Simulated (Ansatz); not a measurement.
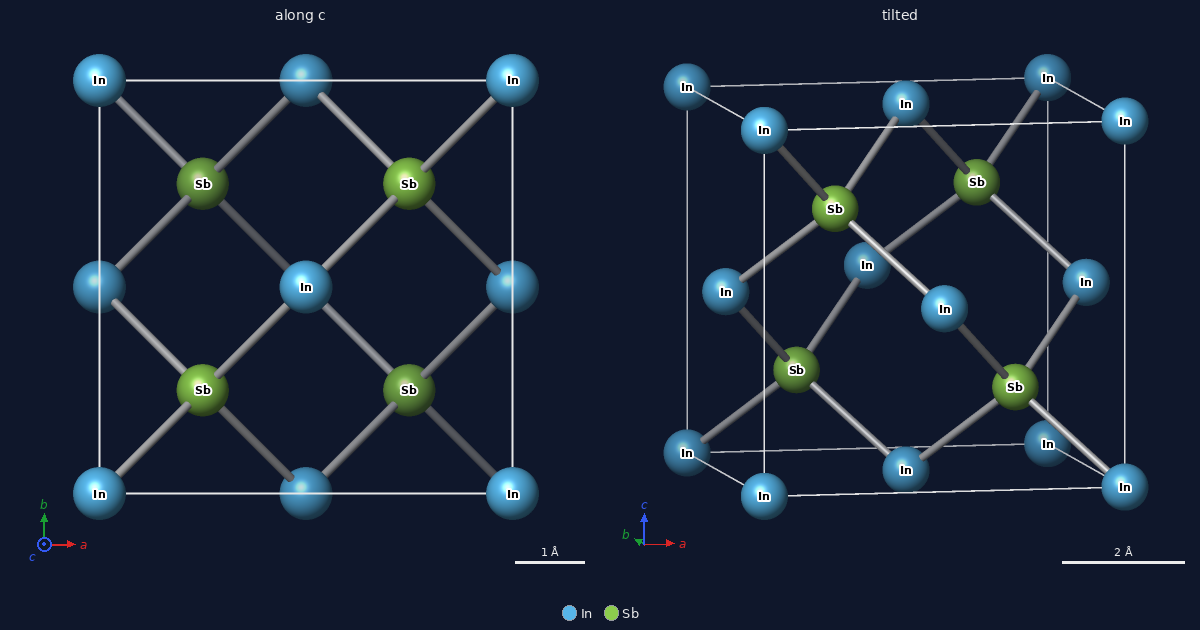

Ball-and-stick drawing of the structure, looking along the c axis and slightly off an axis. The lines enclose the conventional unit cell; boundary atoms appear with their images.

InSb, space group F-43m (No. 216), a = 6.05 Å, b = 6.05 Å, c = 6.05 Å, α = 90.00°, β = 90.00°, γ = 90.00°.

Method: DFT PBE, scalar-relativistic, plane waves, PAW in Ansatz 0.2.0; a plane-wave cutoff of 420 eV, k-points about 0.15 Å⁻¹ apart, Gaussian smearing of 0.1 eV, no spin polarisation.

Question: What does the calculation say: metal or gapped?

Answer: A semiconductor at this level, with a gap of 0.86 eV on the k-mesh (the true edges may lie between mesh points, so the gap can be somewhat smaller).

The structure comes from a structure listed in the Materials Project. It was relaxed with Ansatz, DFT PBE, scalar-relativistic, plane waves, PAW under a constraint or pressure on the cell, so some stress remains.

At this level of theory the cell isn't at rest (compressed, at 20 GPa), so its distances can differ from those at equilibrium, the more so the softer the solid.
